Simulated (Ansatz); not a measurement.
Geometry relaxation of Ge (part 3 of 3)

The same run, continued: Ge (slab, 16 atoms in the cell); DFT PBEsol, scalar-relativistic, plane waves, PAW, no spin polarisation (Ansatz 0.2.0); cutoff 420 eV, 9×5×1 k-mesh, Gaussian smearing of 0.1 eV. The structure derives from a Materials Project entry. It belongs to a series of runs on one base structure; here: (1 0 1) slab, atoms relaxed.

Geometry of the input (Å; fractional positions):
```
3.9970  0.0000  0.0000
-1.9985  7.4494  0.0000
0.0000  0.0000  25.8530
Ge 0.0473  0.0946  0.2901
Ge 0.3153  0.6306  0.3099
Ge 0.9006  0.8012  0.3345
Ge 0.1686  0.3372  0.3542
Ge 0.6553  0.3105  0.4087
Ge 0.9233  0.8465  0.4284
Ge 0.5086  0.0171  0.4530
Ge 0.7766  0.5531  0.4728
Ge 0.2632  0.5264  0.5272
Ge 0.5312  0.0624  0.5470
Ge 0.1165  0.2331  0.5716
Ge 0.3845  0.7690  0.5913
Ge 0.8712  0.7424  0.6458
Ge 0.1392  0.2783  0.6655
Ge 0.7245  0.4490  0.6901
Ge 0.9925  0.9849  0.7099
```

**Output, continued**
```
  k-point 22: bands = ["-23.4033", "-23.4033", "-23.3437", "-23.3437", "-23.3388", "-23.3388", "-23.3028", "-23.3027", "-23.2828", "-23.2828", "-23.1900", "-23.1834", "-23.1814", "-23.1655", "-23.1628", "-23.1594", "-23.1424", "-23.1240", "-23.1139", "-23.1030", "-23.0843", "-23.0824", "-23.0643", "-23.0609", "-23.0518", "-23.0502", "-23.0487", "-23.0379", "-23.0221", "-23.0191", "-23.0053", "-23.0036", "-22.9934", "-22.9909", "-22.9814", "-22.9780", "-22.9695", "-22.9666", "-22.9614", "-22.9549", "-22.9525", "-22.9418", "-22.9404", "-22.9361", "-22.9343", "-22.9325", "-22.9305", "-22.9233", "-22.9204", "-22.9183", "-22.9156", "-22.9080", "-22.8970", "-22.8943", "-22.8929", "-22.8837", "-22.8786", "-22.8776", "-22.8741", "-22.8695", "-22.8684", "-22.8518", "-22.8379", "-22.8331", "-22.8252", "-22.8234", "-22.8125", "-22.8119", "-22.8077", "-22.8059", "-22.7992", "-22.7988", "-22.7905", "-22.7902", "-22.7713", "-22.7712", "-22.7617", "-22.7597", "-22.7186", "-22.7185", "-9.3912", "-8.9854", "-8.4876", "-8.1951", "-8.0517", "-7.8085", "-7.5386", "-6.8889", "-6.8467", "-6.6369", "-6.3594", "-6.1081", "-5.8190", "-5.2692", "-4.5613", "-4.0615", "-2.5889", "-2.4116", "-2.0480", "-1.9240", "-1.6463", "-1.4665", "-0.9051", "-0.8714", "-0.6662", "-0.5143", "-0.3791", "-0.2067", "-0.1327", "0.0946", "0.3549", "0.8751", "0.9836", "1.5784", "1.8498", "2.7105", "2.8908", "3.1269", "3.3156", "3.4921", "3.6875", "4.3917", "4.4428", "4.7639", "5.0153", "5.1603", "5.3736", "5.5299", "5.6454", "5.8165", "5.9422", "6.1291", "6.6625", "6.6875", "6.8193"]
--- Relaxed structure (7 steps of the walk, 6 accepted, 0 SCFs on fresh bases) ---
  F+E_penalty+E_count = -68051.26516584 eV   max|allowed force component| = 1.952e-2 eV/Å
  atoms:
    - { symbol: Ge, position: [0.05734655858196229, 0.11794213551060394, 0.27617310759937447] }
    - { symbol: Ge, position: [0.32077903288002263, 0.6493273602513596, 0.3345364700406162] }
    - { symbol: Ge, position: [0.9154612723226737, 0.8386487778386423, 0.3306306151517843] }
    - { symbol: Ge, position: [0.16175447448500183, 0.3252746435003081, 0.35240815760964034] }
    - { symbol: Ge, position: [0.6530145336045432, 0.30749714643907666, 0.40802427914370476] }
    - { symbol: Ge, position: [0.9217971156152029, 0.8417302877952011, 0.4284123230974181] }
    - { symbol: Ge, position: [0.508828932692013, 0.01670710696009778, 0.453093875987488] }
    - { symbol: Ge, position: [0.774153387708703, 0.5481829752735647, 0.47264308725006454] }
    - { symbol: Ge, position: [0.2656278439039712, 0.5313796232877346, 0.5273568473363567] }
    - { symbol: Ge, position: [0.5309525623538016, 0.06285541202446432, 0.5469063076834958] }
    - { symbol: Ge, position: [0.11798454372353255, 0.23783249391696737, 0.5715876784327011] }
    - { symbol: Ge, position: [0.38676664136611144, 0.7720650975237241, 0.5919757551214498] }
    - { symbol: Ge, position: [0.8780267036023803, 0.7542876542884782, 0.6475918562585233] }
    - { symbol: Ge, position: [0.12431959448846548, 0.24091341905576796, 0.6693693477919519] }
    - { symbol: Ge, position: [0.719001823370061, 0.43023486216119705, 0.6654633903194775] }
    - { symbol: Ge, position: [0.9824345561515533, 0.9616201578728121, 0.7238269011759528] }
```

**Trajectory as extended XYZ (Å, eV, eV/Å), 7 frames, from step=1 to step=7**
```
16
Lattice="3.9970 0.0000 0.0000 -1.9985 7.4494 0.0000 0.0000 0.0000 25.8530" Properties=species:S:1:pos:R:3:forces:R:3 step=1 energy=-68050.62626
Ge    0.0000    0.7048    7.5000   -0.0018  -0.1279  -0.4234
Ge    0.0000    4.6976    8.0108    0.0024  -0.1232   0.3211
Ge    1.9985    5.9687    8.6469   -0.0021   0.3149  -0.2001
Ge    0.0000    2.5120    9.1577    0.0005   0.0937   0.0651
Ge    1.9985    2.3132   10.5651    0.0005   0.0292   0.0726
Ge    1.9985    6.3060   11.0759    0.0028  -0.3569   0.2131
Ge    1.9985    0.1277   11.7120   -0.0026   0.1164  -0.1220
Ge    1.9985    4.1205   12.2228   -0.0003   0.1453   0.0126
Ge    0.0000    3.9217   13.6302    0.0003  -0.1453  -0.0126
Ge    1.9985    0.4650   14.1410    0.0026  -0.1164   0.1220
Ge    0.0000    1.7361   14.7771   -0.0028   0.3569  -0.2131
Ge    0.0000    5.7289   15.2879   -0.0005  -0.0292  -0.0726
Ge    1.9985    5.5301   16.6953   -0.0005  -0.0937  -0.0651
Ge    0.0000    2.0734   17.2061    0.0021  -0.3149   0.2001
Ge    1.9985    3.3445   17.8422   -0.0024   0.1232  -0.3211
Ge    1.9985    7.3373   18.3530    0.0018   0.1279   0.4234
16
Lattice="3.9970 0.0000 0.0000 -1.9985 7.4494 0.0000 0.0000 0.0000 25.8530" Properties=species:S:1:pos:R:3:forces:R:3 step=2 energy=-68050.91076
Ge   -0.0012    0.7877    7.3275    0.0000   0.0393  -0.1485
Ge    0.0000    4.7696    8.1352   -0.0012  -0.0411   0.4613
Ge    1.9982    6.1248    8.6255    0.0014   0.1097  -0.2588
Ge    0.0000    2.5116    9.1323    0.0002  -0.0379  -0.0609
Ge    1.9985    2.3312   10.5570   -0.0009   0.0612  -0.0083
Ge    1.9986    6.2908   11.0939   -0.0021  -0.1217   0.0214
Ge    1.9984    0.1442   11.7021    0.0017   0.0409  -0.0355
Ge    1.9985    4.1259   12.2296    0.0000  -0.0654  -0.0246
Ge    0.0000    3.9163   13.6234    0.0000   0.0654   0.0246
Ge    1.9986    0.4485   14.1509   -0.0017  -0.0409   0.0355
Ge   -0.0002    1.7513   14.7591    0.0021   0.1217  -0.0214
Ge   -0.0001    5.7109   15.2960    0.0009  -0.0612   0.0083
Ge    1.9985    5.5305   16.7207   -0.0002   0.0379   0.0609
Ge    0.0002    1.9173   17.2275   -0.0014  -0.1097   0.2588
Ge    1.9985    3.2725   17.7178    0.0012   0.0411  -0.4613
Ge    1.9997    7.2545   18.5255    0.0000  -0.0393   0.1485
16
Lattice="3.9970 0.0000 0.0000 -1.9985 7.4494 0.0000 0.0000 0.0000 25.8530" Properties=species:S:1:pos:R:3:forces:R:3 step=3 energy=-68051.12509
Ge   -0.0010    0.8270    7.2139    0.0018   0.1321  -0.0482
Ge    0.0000    4.7757    8.3252    0.0000   0.1367   0.3555
Ge    1.9983    6.2044    8.5791   -0.0003  -0.1834  -0.1368
Ge   -0.0003    2.4501    9.1293    0.0006  -0.0432  -0.1427
Ge    1.9982    2.3252   10.5582    0.0001  -0.0325   0.0043
Ge    1.9984    6.2652   11.0749   -0.0023   0.0918  -0.0180
Ge    1.9983    0.1325   11.6973    0.0010   0.0115   0.0524
Ge    1.9985    4.1147   12.2286   -0.0007  -0.1330  -0.0093
Ge    0.0000    3.9274   13.6245    0.0007   0.1330   0.0093
Ge    1.9987    0.4602   14.1557   -0.0010  -0.0115  -0.0524
Ge    0.0001    1.7769   14.7781    0.0023  -0.0918   0.0180
Ge    0.0003    5.7169   15.2948   -0.0001   0.0325  -0.0043
Ge    1.9988    5.5920   16.7237   -0.0006   0.0432   0.1427
Ge    0.0001    1.8377   17.2739    0.0003   0.1834   0.1367
Ge    1.9985    3.2664   17.5279    0.0000  -0.1367  -0.3555
Ge    1.9995    7.2151   18.6391   -0.0018  -0.1321   0.0482
16
Lattice="3.9970 0.0000 0.0000 -1.9985 7.4494 0.0000 0.0000 0.0000 25.8530" Properties=species:S:1:pos:R:3:forces:R:3 step=4 energy=-68051.23718
Ge    0.0009    0.8514    7.1485   -0.0001   0.0782  -0.0159
Ge    0.0000    4.8020    8.5184   -0.0013   0.1307   0.1398
Ge    1.9983    6.2436    8.5572   -0.0004  -0.2216  -0.0394
Ge    0.0003    2.4118    9.1108    0.0012   0.0375  -0.0884
Ge    1.9987    2.3072   10.5453    0.0001  -0.0693   0.0293
Ge    1.9978    6.2585   11.0716    0.0014   0.1195  -0.0139
Ge    1.9978    0.1264   11.7013    0.0005  -0.0113   0.0948
Ge    1.9984    4.0913   12.2204    0.0013  -0.0509   0.0304
Ge    0.0000    3.9508   13.6326   -0.0013   0.0509  -0.0304
Ge    1.9992    0.4663   14.1518   -0.0005   0.0113  -0.0948
Ge    0.0007    1.7837   14.7815   -0.0014  -0.1195   0.0139
Ge   -0.0003    5.7349   15.3077   -0.0001   0.0693  -0.0293
Ge    1.9982    5.6303   16.7422   -0.0012  -0.0375   0.0884
Ge    0.0002    1.7985   17.2958    0.0004   0.2216   0.0394
Ge    1.9985    3.2401   17.3346    0.0013  -0.1307  -0.1398
Ge    1.9976    7.1907   18.7045    0.0001  -0.0782   0.0159
16
Lattice="3.9970 0.0000 0.0000 -1.9985 7.4494 0.0000 0.0000 0.0000 25.8530" Properties=species:S:1:pos:R:3:forces:R:3 step=5 energy=-68051.21765 accepted=F
Ge   -0.0073    0.7924    7.1312    0.0104   0.0461  -0.0106
Ge    0.0063    4.8219    8.7173   -0.0296  -0.1870  -0.0847
Ge    2.0032    6.2025    8.5831   -0.0009   0.1326   0.0209
Ge    0.0154    2.3813    9.0655   -0.0097   0.0999   0.1246
Ge    2.0145    2.3117   10.5256    0.0080  -0.0371  -0.0014
Ge    2.1070    6.2986   11.1103   -0.0073  -0.0649  -0.0501
Ge    2.1066    0.1610   11.7158   -0.1474  -0.0837   0.0157
Ge    1.9990    4.0891   12.2257    0.0749   0.0920  -0.1287
Ge   -0.0005    3.9530   13.6273   -0.0749  -0.0920   0.1287
Ge    1.8904    0.4317   14.1372    0.1474   0.0837  -0.0158
Ge   -0.1085    1.7436   14.7427    0.0073   0.0649   0.0501
Ge   -0.0160    5.7304   15.3274   -0.0080   0.0372   0.0014
Ge    1.9831    5.6608   16.7875    0.0097  -0.0999  -0.1246
Ge   -0.0047    1.8396   17.2699    0.0009  -0.1326  -0.0208
Ge    1.9922    3.2203   17.1357    0.0296   0.1870   0.0847
Ge    2.0057    7.2498   18.7219   -0.0104  -0.0461   0.0105
16
Lattice="3.9970 0.0000 0.0000 -1.9985 7.4494 0.0000 0.0000 0.0000 25.8530" Properties=species:S:1:pos:R:3:forces:R:3 step=6 energy=-68051.26333
Ge   -0.0033    0.8685    7.1397   -0.0008   0.0346  -0.0083
Ge   -0.0109    4.8266    8.6114   -0.0053  -0.0077   0.0392
Ge    1.9872    6.2420    8.5418    0.0056  -0.0378  -0.0094
Ge   -0.0022    2.4167    9.1099   -0.0021   0.0140   0.0094
Ge    1.9964    2.2891   10.5537    0.0036   0.0079  -0.0159
Ge    2.0040    6.2689   11.0644   -0.0043  -0.0036   0.0183
Ge    2.0023    0.1162   11.7132    0.0032   0.0373  -0.0026
Ge    1.9991    4.0909   12.2187   -0.0105  -0.0446   0.0008
Ge   -0.0006    3.9512   13.6343    0.0105   0.0446  -0.0008
Ge    1.9947    0.4765   14.1398   -0.0032  -0.0373   0.0026
Ge   -0.0055    1.7732   14.7886    0.0043   0.0036  -0.0183
Ge    0.0020    5.7530   15.2993   -0.0036  -0.0079   0.0159
Ge    2.0007    5.6254   16.7431    0.0021  -0.0140  -0.0094
Ge    0.0113    1.8001   17.3112   -0.0056   0.0378   0.0094
Ge    2.0094    3.2155   17.2417    0.0053   0.0077  -0.0393
Ge    2.0018    7.1736   18.7133    0.0008  -0.0346   0.0083
16
Lattice="3.9970 0.0000 0.0000 -1.9985 7.4494 0.0000 0.0000 0.0000 25.8530" Properties=species:S:1:pos:R:3:forces:R:3 step=7 energy=-68051.26517
Ge   -0.0065    0.8786    7.1399   -0.0004  -0.0039   0.0038
Ge   -0.0155    4.8371    8.6488   -0.0013   0.0036  -0.0050
Ge    1.9830    6.2474    8.5478    0.0030  -0.0002  -0.0109
Ge   -0.0035    2.4231    9.1108   -0.0009   0.0029   0.0024
Ge    1.9955    2.2907   10.5487    0.0007  -0.0016   0.0093
Ge    2.0022    6.2704   11.0757   -0.0016   0.0046  -0.0114
Ge    2.0004    0.1245   11.7138    0.0045  -0.0195   0.0026
Ge    1.9987    4.0836   12.2192   -0.0062   0.0126   0.0011
Ge   -0.0002    3.9585   13.6338    0.0062  -0.0126  -0.0011
Ge    1.9966    0.4682   14.1392   -0.0045   0.0195  -0.0026
Ge   -0.0037    1.7717   14.7773    0.0016  -0.0046   0.0114
Ge    0.0029    5.7514   15.3044   -0.0007   0.0016  -0.0093
Ge    2.0020    5.6190   16.7422    0.0009  -0.0029  -0.0024
Ge    0.0154    1.7947   17.3052   -0.0030   0.0002   0.0109
Ge    2.0140    3.2050   17.2042    0.0013  -0.0036   0.0050
Ge    2.0050    7.1635   18.7131    0.0004   0.0039  -0.0038
```

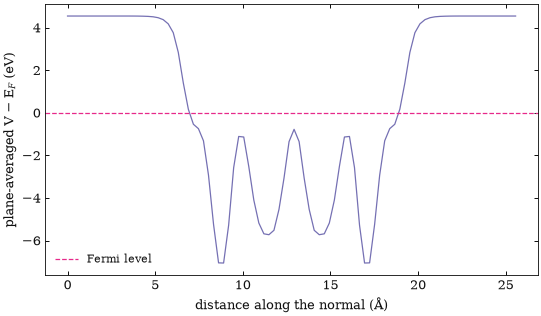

*Plane average of the electrostatic potential energy of an electron across the cell, from the Fermi level.*

The vacuum level lies 4.55 eV above the Fermi level.

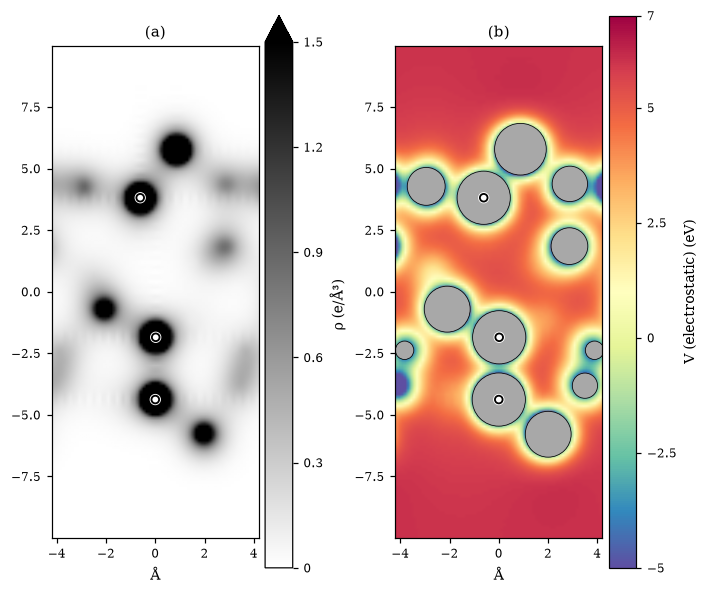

*(a) valence charge density (pseudo); (b) electrostatic potential (local pseudopotential plus Hartree) felt by an electron on the (100) plane of the calculation cell, a cut from vacuum to vacuum. Circles mark the nuclei in the plane (Ge). Grey discs, where drawn, cover atomic cores.*

Ge–Ge (2.53 Å): the density is about 0.42 e/Å³ at the midpoint. The density dies away to nearly zero in the vacuum. Core electrons are frozen (PAW), so the fields are smoothed inside the atomic spheres.

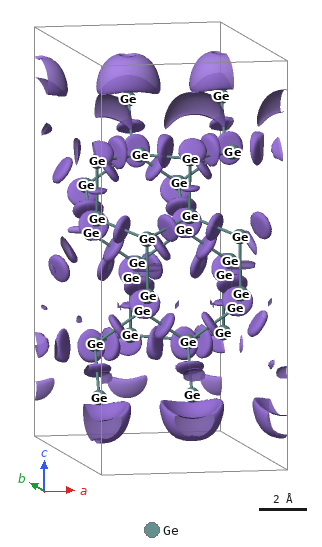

*Isosurface of the ELF at 0.65 (purple), seen slightly off an axis. Only the valence region is drawn (cores and ρ < 0.01 e/Å³ removed). Sticks mark near contacts.*

Ge–Ge (2.50 Å): the ELF peaks at about 0.70 between the atoms.
